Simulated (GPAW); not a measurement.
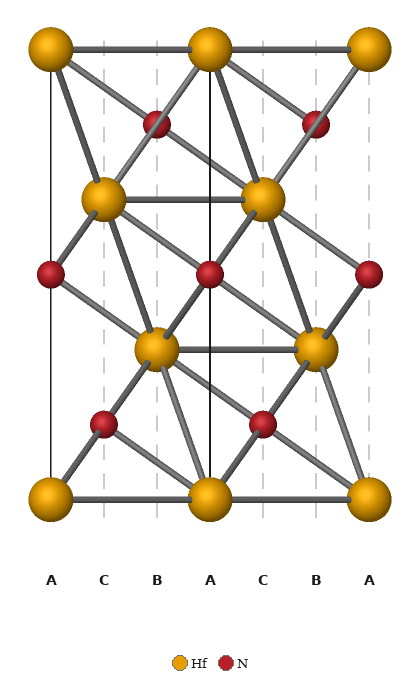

The picture looks along a close-packed row of the hexagonal mesh; [111] points upwards. The dashed lines mark the three columns A (0, 0), B (1/3, 2/3) and C (2/3, 1/3). The box is the hexagonal cell of the face-centred cubic lattice. The sequence starts with the first layer at or above the cell's origin.

System HfN; source of the atomic positions: an entry of the Crystallography Open Database, as set up for an electronic-structure calculation.

List the layers of one repeat.

Hf(A) – N(C) – Hf(B) – N(A) – Hf(C) – N(B) (six layers in 7.82 Å).

How are the N layers alone stacked?

N layers alone: CAB, the cubic close-packed type.

Which positions between or in the N layers do the other atoms fill?

Hf: three octahedral sites, counted in one hexagonal cell.
